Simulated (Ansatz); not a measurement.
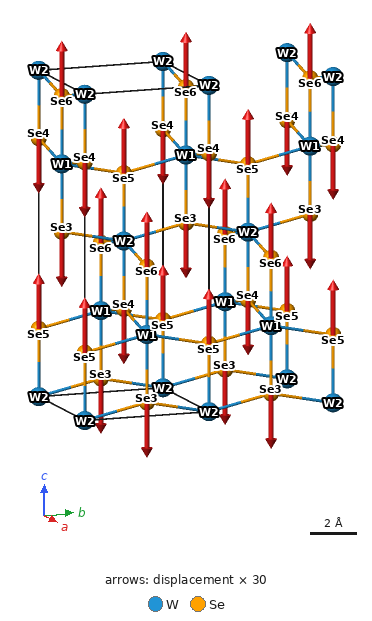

A relaxation of a crystal of WSe$_{2}$ (built on the anatase type). The starting structure is drawn; red arrows show the displacements (the part carried along by the change of the cell is left out), magnified 30 times.

Style: ball-and-stick. Shown: the conventional cell (2 times the calculation's cell), repeated 1 × 2 × 1 with one cell outlined, slightly off an axis. Lengths and directions refer to the drawn axes.

Method: Ansatz 0.2.0, DFT, PBE, plane waves, PAW.

The input:
```yaml
crystal:
  lattice:
    - [-2.90912991, 2.90912991, 7.3019160741]
    - [2.90912991, -2.90912991, 7.3019160741]
    - [2.90912991, 2.90912991, -7.3019160741]
  atoms:
    - { symbol: W, position: [0.75, 0.25, 0.5] }
    - { symbol: W, position: [0.0, 0.0, 0.0] }
    - { symbol: Se, position: [0.542, 0.042, 0.5] }
    - { symbol: Se, position: [0.792, 0.792, 0.0] }
    - { symbol: Se, position: [0.208, 0.208, 0.0] }
    - { symbol: Se, position: [0.958, 0.458, 0.5] }
kpoints:
  mp_grid: { grid: [6, 6, 6] }
hamiltonian:
  xc: pbe
scf:
  occupations: { method: fermi_dirac, width: 0.02 }
relax:
  f_tol: 0.005
  cell: {}
output:
  write_density: true
  write_potential: true
  elf: true
  volumetric_format: npy
```

Command:
```bash
ansatz run input.yaml --threads 2 --pin off --max-ram 20275MiB --backend cpu --events-out ev --progress --plain --runs-dir out
```

### Atoms of which element are displaced furthest, and by how much?

Selenium: up to 0.083 Å, against 0.000 Å for tungsten.

### What did the optimiser do to the structure, and how much energy did it gain?

The largest moves relative to the cell, 0.083 Å, are those of Se3, Se4, Se5 and Se6. Se6 goes along +c. W stays in place. The volume changes by −40.5 %, with a = b 5.818 → 5.003 Å (−14.0 %), c 14.604 → 11.753 Å (−19.5 %). Some distances before and after: W1–Se3 3.038 → 2.527 Å, Se3–Se5 3.787 → 3.277 Å, W1–Se4 2.973 → 2.535 Å. Bond angles that change, for instance: W2–Se6–W2 156.2° → 161.3°, Se3–W2–Se3 156.2° → 161.3°, W1–Se6–W2 101.9° → 99.3°. The space group stays I4_1/amd (No. 141). The energy falls by 1274 meV per atom in 10 accepted moves (12 points after the start). The largest force component goes from 1.4 to 0.00047 eV/Å. Pressure: −15.32 GPa at the start and −0.01 GPa at the end. The line search rejected the trial step at point 8 of the run. The SCF was repeated once at an unchanged geometry on a basis and grid sized afresh for the cell, which shifted the energy by 0.8 meV per atom at most.
